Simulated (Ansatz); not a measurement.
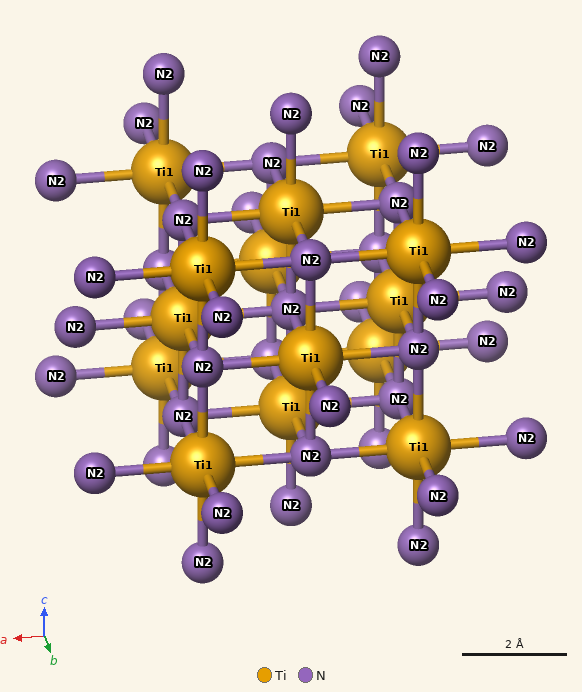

The starting point is a crystal of TiN (set up in Fm-3m). Style: ball-and-stick. Shown: the conventional cell (4 times the calculation's cell), from a free direction. Lengths and directions refer to the drawn axes.

These are results of Ansatz 0.2.0, DFT, PBEsol, all-electron PAW with datasets made for the crystal, scalar-relativistic, not measurements. (plane-wave cutoff 400 eV; k-point mesh 17 × 17 × 17; occupations fermi dirac; smearing width 0.05 eV; no spin polarisation)

The variant: All lengths are scaled by −0.3 % (volume −1.0 %), the atoms keeping their fractional coordinates. No relaxation follows.

Input file:
```yaml
crystal:
  lattice:
    - [0.0, 2.114902957, 2.114902957]
    - [2.114902957, 0.0, 2.114902957]
    - [2.114902957, 2.114902957, 0.0]
  atoms:
    - { symbol: Ti, position: [0.0, 0.0, 0.0] }
    - { symbol: "N", position: [0.5, 0.5, 0.5] }
kpoints:
  mp_grid: { grid: [17, 17, 17] }
scf:
  occupations: { method: fermi_dirac, width: 0.05 }
hamiltonian:
  xc: pbesol
  pseudopotentials: { kind: all_electron, datasets: crystal }
output:
  forces: true
  stress: true
  eigenvalues: true
  efg: { contact_densities: true }
```

Command:
```bash
ansatz run input.yaml --threads 1 --pin off --max-ram 3072MiB --backend cpu --events-out ev --progress --plain --runs-dir out
```

Predict the response.

Answer. Energy change: −4.0 meV per atom. Pressure: −8.0 GPa before, −5.3 GPa after. All forces vanish by symmetry. Among the bonded contacts that change: N–Ti 2.122 → 2.115 Å. The space group stays Fm-3m (No. 225).
